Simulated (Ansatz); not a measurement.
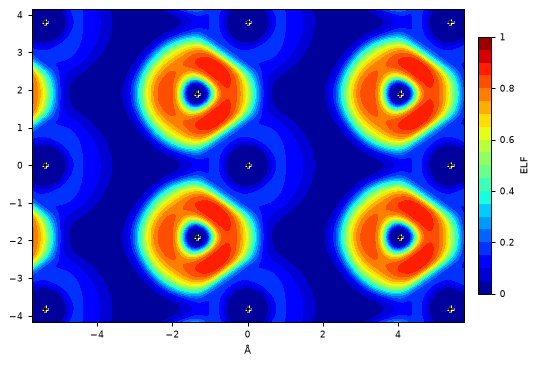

The ELF on a plane through atoms (crosses mark nuclei in the plane).

All numbers below come from DFT r2SCAN, scalar-relativistic, plane waves, PAW (Ansatz).

Candidates:
A. TaN, a = 3.16 Å, b = 3.16 Å, c = 4.25 Å, α = 90.00°, β = 90.00°, γ = 90.00°. Space group I4/mmm; changed on purpose from its base cell (strain +0.025 along x and y, -0.025 along z, atoms carried along); computed pressure about 3 GPa in this cell.
B. Ta, a = 3.06 Å, b = 3.06 Å, c = 4.43 Å, α = 90.00°, β = 90.00°, γ = 90.00°. Space group I4/mmm; changed on purpose from its base cell (strain +0.025 along x and y, +0.050 along z, atoms carried along); computed pressure about −18 GPa in this cell; computed without spin polarisation.
C. ZnS, a = 5.39 Å, b = 5.39 Å, c = 5.39 Å, α = 90.00°, β = 90.00°, γ = 90.00°. Space group F-43m.

Question: Which candidate gave the map?

Answer: Candidate C: ZnS on the (101) plane of the conventional cell, which holds Zn and S. Zn–S (2.33 Å): the ELF peaks at about 0.90 in the valence shell of S, 0.8 Å from its nucleus, and is about 0.60 at the midpoint.
